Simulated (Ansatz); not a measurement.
## Al$_{2}$O$_{3}$: geometry relaxation (part 1 of 2)

- system: Al$_{2}$O$_{3}$ (R-3c, 10 atoms in the cell)
- method: DFT PBE, scalar-relativistic, plane waves, PAW, no spin polarisation (Ansatz 0.2.0)

The structure derives from an entry of the Crystallography Open Database. Figures and captions count atoms from 1; the log counts them from 0 in places.

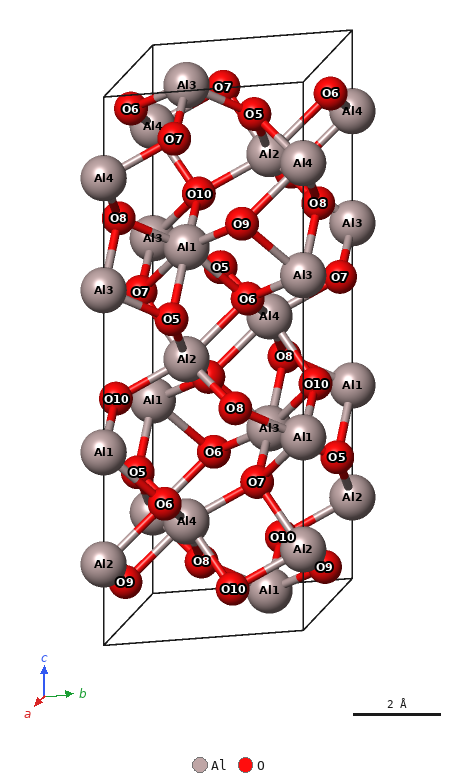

Fig. 1: The starting structure (ball-and-stick view of the cell 3 times as large as that of the calculation, set on its symmetry axes, seen slightly off an axis; atoms are numbered from 1 in the order of the input).

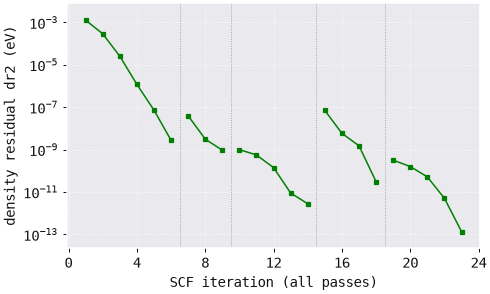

Fig. 2: Convergence of the self-consistent field: density residual dr2 against the SCF iteration. The dotted lines part the SCF passes of the relaxation: geometry steps, rejected trials and re-solves on a re-selected basis. The 5 passes take 3 to 6 iterations each, 23 in all.

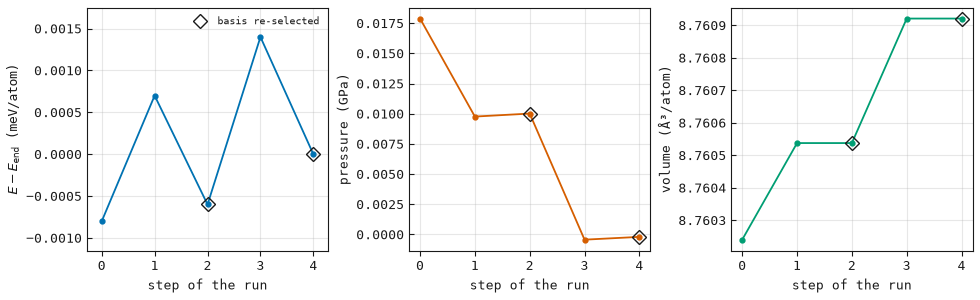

Fig. 3: Progress of the relaxation, step by step (the first geometry is step 0 here and step 1 in the log). After 2 geometry steps the energy has risen by next to nothing (0.0 meV per atom). The largest force component goes from 0.00059 to 0.00031 eV/Å. Pressure: 0.02 GPa at the start and 0.00 GPa at the end. The basis was re-selected once at an unchanged geometry, which shifts the energy a little without any move. The atoms keep their places (all moves are under 0.005 Å). The cell doesn't change. The space group stays R-3c (No. 167). The energy change given includes the shifts at the re-selections in mid-walk, which come without any move. A last SCF at the same geometry on a re-selected plane-wave basis shifts the energy by next to nothing (0.0 meV per atom).

The input that produced these results follows, with the program's output.

## The input
```yaml
crystal:
  lattice:
    - [2.404354703, 1.388154835, 4.3744984162]
    - [-2.404354703, 1.388154835, 4.3744984162]
    - [0.0, -2.77630967, 4.3744984161]
  atoms:
    - { symbol: Al, position: [0.3521453522, 0.3521453522, 0.3521453522] }
    - { symbol: Al, position: [0.1478546478, 0.1478546478, 0.1478546478] }
    - { symbol: Al, position: [0.6478546478, 0.6478546478, 0.6478546478] }
    - { symbol: Al, position: [0.8521453522, 0.8521453522, 0.8521453522] }
    - { symbol: O, position: [0.5561715154, 0.9438284846, 0.25] }
    - { symbol: O, position: [0.25, 0.5561715154, 0.9438284846] }
    - { symbol: O, position: [0.9438284846, 0.25, 0.5561715154] }
    - { symbol: O, position: [0.4438284846, 0.0561715154, 0.75] }
    - { symbol: O, position: [0.75, 0.4438284846, 0.0561715154] }
    - { symbol: O, position: [0.0561715154, 0.75, 0.4438284846] }
basis:
  ecutwfc: 420
kpoints:
  mp_grid: { grid: [6, 6, 6] }
hamiltonian:
  xc: pbe
scf:
  occupations: { method: fixed }
output:
  forces: true
  stress: true
  eigenvalues: true
relax:
  adjacent_minimum: "off"
  f_tol: 0.001
  max_steps: 60
  cell: { stress_tol: 0.01 }
```

Launch command:
```bash
ansatz run input.yaml --threads 2 --pin off --max-ram 5120MiB --backend cpu --events-out ev --progress --plain --runs-dir out
```

## Output
```
Engine: ansatz 0.2.0, x86_64-unknown-linux-gnu
Pseudopotentials: kind: paw
Pseudopotential: Al, paw, valence charge 3, recommended cutoff 420 eV (normal), Al.paw.azcp
Pseudopotential: O, paw, valence charge 6, recommended cutoff 420 eV (normal), O.paw.azcp
Functional definition: PBE
  parameter kappa = 0.804
  parameter beta = 0.06672455060314922
  exchange = pbe_x(kappa = kappa, mu = beta*pi^2/3)
  correlation = pbe_c(beta = beta)
Crystal: 10 atoms, lattice volume = 87.602 Å³
Basis set: ecut = 420 eV, 1707 PW (Γ), exchange–correlation on 72×72×72 points (8 copies of the dense FFT grid, shifted against one another)
Bands: 34, of which v1, the nominal top of the filled ones, is band 24 counted from 1 (23 counted from 0)
Symmetry: 12 space group operations
Space group: R-3c (ITA 167), of the structure as read, at distance tolerance 4.4e-5 Å
k-points: 32 of 216
Non-local potential: Al, projectors of the file, l = 0: 2, l = 1: 2, l = 2: 1
Non-local potential: O, projectors of the file, l = 0: 2, l = 1: 2, l = 2: 1
PAW form: soft (Blöchl's): semilocal exchange-correlation on the pseudo side does not see the compensation charge
PAW one-centre angular grid: Al, 110 points (default); XC on 64 Gauss nodes
PAW one-centre angular grid: O, 110 points (default); XC on 64 Gauss nodes
Initial density: superposition of atomic densities (neutral atoms: chi_scale 0, normalization atom), corrected by the library's trained network
Initial wavefunctions: pseudopotential atomic-orbital guess
Functional: x = pbe(κ = 0.804, μ = 0.2195149727645171), c = pbe(β = 0.06672455060314922)
SCF iter   1: F=—  HF=-5569.606536 eV  |F-HF|=—  |Δ(HF+E_count)|=         —  Δρ=1.67e-3  dr2=1.28e-3  ethr=1.77e-3  ⟨swp⟩=5.1  Hψ=4334  notcnv=0  defer=226
preconditioner: auto → Resta (q_TF=auto, 2.468 Å⁻¹)  ε∞=3.5  [insulator: Δε(μ)=5.842 eV  Ē_g=17.256 eV  n_scr=20 (ndim 8)  ℏωp=27.5 eV  f_vac=0.000  ε∞_Penn≈3.5]
SCF iter   2: F=—  HF=-5569.608198 eV  |F-HF|=—  |Δ(HF+E_count)|=   1.66e-3  Δρ=8.65e-4  dr2=2.92e-4  ethr=2.66e-6  ⟨swp⟩=2.3  Hψ=2186  notcnv=0  defer=256
SCF iter   3: F=—  HF=-5569.608804 eV  |F-HF|=—  |Δ(HF+E_count)|=   6.06e-4  Δρ=2.19e-4  dr2=2.56e-5  ethr=6.08e-7  ⟨swp⟩=2.0  Hψ=1597  notcnv=0  defer=256
SCF iter   4: F=—  HF=-5569.608866 eV  |F-HF|=—  |Δ(HF+E_count)|=   6.22e-5  Δρ=4.98e-5  dr2=1.20e-6  ethr=5.34e-8  ⟨swp⟩=2.0  Hψ=1530  notcnv=0  defer=220
iter 5 did not close the SCF: its close was put off for the readings that it lacked (scf_convergence_deferred on its scf_iter line)
SCF iter   5: F=-5569.608867 eV  HF=-5569.608868 eV  |F-HF|=4.35e-8  |Δ(HF+E_count)|=   1.11e-6  Δρ=1.29e-5  dr2=7.33e-8  ethr=2.50e-9  ⟨swp⟩=2.0  Hψ=1717  notcnv=0  defer=234
SCF iter   6: F=-5569.608867 eV  HF=-5569.608867 eV  |F-HF|=1.42e-9  |Δ(HF+E_count)|=   1.34e-8  Δρ=2.32e-6  dr2=2.75e-9  ethr=1.53e-10  ⟨swp⟩=11.5  Hψ=6668  notcnv=0
SCF 1 converged in 6 iterations: F = -5569.608867 eV  dr2 = 2.75e-9
  greatest PAW one-centre occupation: 0.858 electrons in one spin orbital (limit 2), on the O atom at site 9 (counted from 0), in its partial waves of l = 0
relax step   1: F+E_penalty+E_count = -5569.60886750 eV  Δ(F+E_penalty+E_count) = +0.000e0 eV  max|allowed force component| = 5.855e-4 eV/Å  Δτ_max = 0.0000 Å  P = +0.018 GPa  Ω = 87.602 Å³  (6 SCF iters, dr2 threshold 1.00e-7 eV, accepted)
Crystal: 10 atoms, lattice volume = 87.605 Å³
Initial density: handed on by an earlier stage of this run
Initial wavefunctions: those handed on with the density
iter 1 solved again at ethr=8.25e-11 eV; its pass at ethr=3.10e-3 eV (dr2=3.96e-8 eV) is discarded
SCF iter   1: F=—  HF=-5569.608819 eV  |F-HF|=—  |Δ(HF+E_count)|=         —  Δρ=7.45e-6  dr2=3.94e-8  ethr=8.25e-11  ⟨swp⟩=2.2  Hψ=3890  notcnv=0
preconditioner: auto → Resta (q_TF=auto, 2.468 Å⁻¹)  ε∞=3.5  [insulator: Δε(μ)=5.850 eV  Ē_g=17.233 eV  n_scr=20 (ndim 8)  ℏωp=27.5 eV  f_vac=0.000  ε∞_Penn≈3.5]
SCF iter   2: F=—  HF=-5569.608852 eV  |F-HF|=—  |Δ(HF+E_count)|=   3.29e-5  Δρ=2.09e-6  dr2=3.13e-9  ethr=8.21e-11  ⟨swp⟩=2.0  Hψ=1725  notcnv=0
SCF iter   3: F=-5569.608852 eV  HF=-5569.608852 eV  |F-HF|=1.75e-10  |Δ(HF+E_count)|=  5.42e-10  Δρ=1.06e-6  dr2=9.37e-10  ethr=2.21e-12  ⟨swp⟩=5.0  Hψ=4100  notcnv=0
SCF 2 converged in 3 iterations: F = -5569.608852 eV  dr2 = 9.37e-10
relax step   2: F+E_penalty+E_count = -5569.60885172 eV  Δ(F+E_penalty+E_count) = +1.578e-5 eV  max|allowed force component| = 5.448e-4 eV/Å  Δτ_max = 0.0000 Å  P = +0.010 GPa  Ω = 87.605 Å³  energy of the carried Pulay correction = -1.606e-5 eV  (3 SCF iters, dr2 threshold 1.06e-9 eV, accepted)
Initial wavefunctions: pseudopotential atomic-orbital guess (no wavefunctions were taken with the density)
iter 1 solved again at ethr=2.24e-8 eV; its pass at ethr=3.10e-3 eV (dr2=1.07e-5 eV) is discarded
SCF iter   1: F=—  HF=-5569.608833 eV  |F-HF|=—  |Δ(HF+E_count)|=         —  Δρ=1.27e-6  dr2=9.94e-10  ethr=2.24e-8  ⟨swp⟩=3.0  Hψ=7204  notcnv=0  defer=250
preconditioner: auto → Resta (q_TF=auto, 2.468 Å⁻¹)  ε∞=3.5  [insulator: Δε(μ)=5.850 eV  Ē_g=17.262 eV  n_scr=20 (ndim 8)  ℏωp=27.5 eV  f_vac=0.000  ε∞_Penn≈3.5]
SCF iter   2: F=—  HF=-5569.608865 eV  |F-HF|=—  |Δ(HF+E_count)|=   3.20e-5  Δρ=9.20e-7  dr2=5.58e-10  ethr=2.07e-12  ⟨swp⟩=3.0  Hψ=2286  notcnv=0  defer=238
SCF iter   3: F=—  HF=-5569.608865 eV  |F-HF|=—  |Δ(HF+E_count)|=  6.37e-12  Δρ=3.68e-7  dr2=1.41e-10  ethr=1.16e-12  ⟨swp⟩=2.9  Hψ=1721  notcnv=0  defer=238
SCF iter   4: F=—  HF=-5569.608865 eV  |F-HF|=—  |Δ(HF+E_count)|=  1.00e-11  Δρ=1.52e-7  dr2=8.94e-12  ethr=1.00e-12  ⟨swp⟩=1.8  Hψ=1387  notcnv=0  defer=238
SCF iter   5: F=-5569.608865 eV  HF=-5569.608865 eV  |F-HF|=1.82e-12  |Δ(HF+E_count)|=  5.46e-12  Δρ=6.85e-8  dr2=2.78e-12  ethr=1.00e-12  ⟨swp⟩=14.6  Hψ=7216  notcnv=0
SCF 3 converged in 5 iterations: F = -5569.608865 eV  dr2 = 2.78e-12
relax step   3: F+E_penalty+E_count = -5569.60886547 eV  Δ(F+E_penalty+E_count) = -1.375e-5 eV  max|allowed force component| = 5.301e-4 eV/Å  Δτ_max = 0.0000 Å  P = +0.010 GPa  Ω = 87.605 Å³  stress off target by 1.01e-2 GPa  SCF on the basis re-selected at this cell (its energy is not comparable with the rows above)  (5 SCF iters)
basis re-selected at this cell: Δ(F+E_penalty+E_count) = -1.375e-5 eV, ΔP = +0.000 GPa vs the last step (what re-selecting the basis moved, of the pressure what is left beyond the Pulay correction that the steps carried, after the strain that the cell walked since its last selection, with what the two solves' SCF thresholds leave and, on support functions, any second-order correction that the steps lacked; it is no measure of the basis error at this ecutwfc). This SCF's stress stands 1.01e-2 GPa from its target on what of the cell is left free (relax.cell.stress_tol is 1.00e-2 GPa) and its largest allowed force component is 5.30e-4 eV/Å (relax.f_tol is 1.00e-3 eV/Å): not within both, so this SCF does not close the relaxation
Crystal: 10 atoms, lattice volume = 87.609 Å³
iter 1 solved again at ethr=1.51e-10 eV; its pass at ethr=3.10e-3 eV (dr2=7.26e-8 eV) is discarded
SCF iter   1: F=—  HF=-5569.608812 eV  |F-HF|=—  |Δ(HF+E_count)|=         —  Δρ=9.49e-6  dr2=7.04e-8  ethr=1.51e-10  ⟨swp⟩=2.5  Hψ=4048  notcnv=0
SCF iter   2: F=—  HF=-5569.608845 eV  |F-HF|=—  |Δ(HF+E_count)|=   3.28e-5  Δρ=2.56e-6  dr2=5.88e-9  ethr=1.47e-10  ⟨swp⟩=2.1  Hψ=1562  notcnv=0
SCF iter   3: F=—  HF=-5569.608845 eV  |F-HF|=—  |Δ(HF+E_count)|=   1.57e-9  Δρ=1.22e-6  dr2=1.51e-9  ethr=1.23e-11  ⟨swp⟩=2.0  Hψ=1541  notcnv=0
SCF iter   4: F=-5569.608845 eV  HF=-5569.608845 eV  |F-HF|=2.46e-11  |Δ(HF+E_count)|=  1.91e-10  Δρ=2.02e-7  dr2=3.06e-11  ethr=1.00e-12  ⟨swp⟩=4.0  Hψ=4395  notcnv=0
SCF 4 converged in 4 iterations: F = -5569.608845 eV  dr2 = 3.06e-11
relax step   4: F+E_penalty+E_count = -5569.60884522 eV  Δ(F+E_penalty+E_count) = +2.025e-5 eV  max|allowed force component| = 3.120e-4 eV/Å  Δτ_max = 0.0000 Å  P = -0.000 GPa  Ω = 87.609 Å³  energy of the carried Pulay correction = -2.039e-5 eV  (4 SCF iters, dr2 threshold 2.57e-10 eV, accepted)
iter 1 solved again at ethr=2.27e-8 eV; its pass at ethr=3.10e-3 eV (dr2=1.09e-5 eV) is discarded
```
